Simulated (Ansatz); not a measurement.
```cif
data_structure
_symmetry_space_group_name_H-M 'P 1'
_symmetry_Int_Tables_number 1
_cell_length_a 4.9534
_cell_length_b 4.5583
_cell_length_c 3.4894
_cell_angle_alpha 90.000
_cell_angle_beta 91.274
_cell_angle_gamma 90.000
_cell_volume 78.77
loop_
_atom_site_label
_atom_site_type_symbol
_atom_site_fract_x
_atom_site_fract_y
_atom_site_fract_z
_atom_site_occupancy
Ca1 Ca 0.00000 0.00000 0.00000 1
Ca2 Ca 0.50000 0.50000 0.00000 1
```

Space group C2/m; a structure from a database of computed crystals, not necessarily the ambient phase; changed on purpose from its base cell (strained and moved within a subgroup).

Computed with Ansatz, DFT PBEsol, scalar-relativistic, plane waves, PAW.

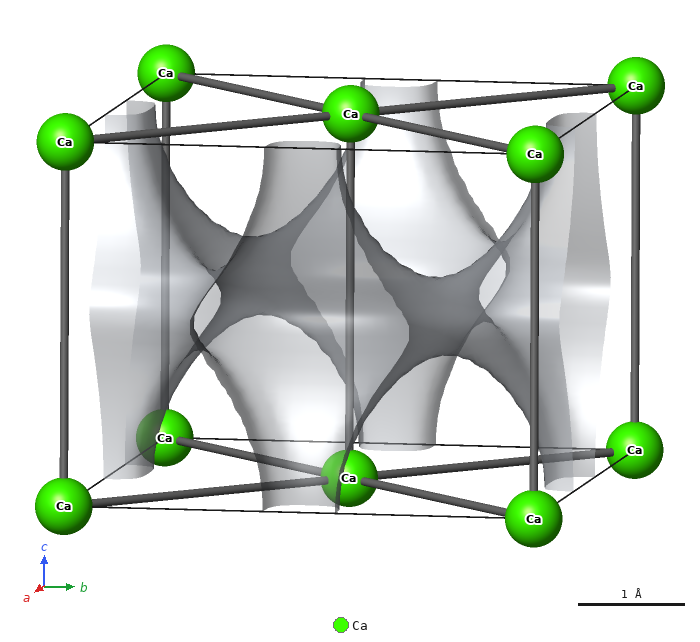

Ca. Isosurface of the electron localisation function at 0.55 (grey), seen slightly off an axis. Core shells and regions of very low density are left out. Sticks mark near contacts.

In a PAW calculation such maps are meaningful between the atoms, not at the nuclei.

Where are the electrons localised?

The surface consists of one network that runs through the whole crystal, counted in one cell of 2 atoms. Regions shared between cells count once. There are no localised bonds or lone pairs at this value. Profiles from the grid: Ca–Ca (3.37 Å): the ELF is about 0.10 at the midpoint: no shared electron pair shows on this line. Ca–Ca (3.49 Å): the ELF is about 0.10 at the midpoint (no shared electron pair shows on this line).

Does the calculation give a band gap?

It is gapless in this calculation (a metal or semimetal).
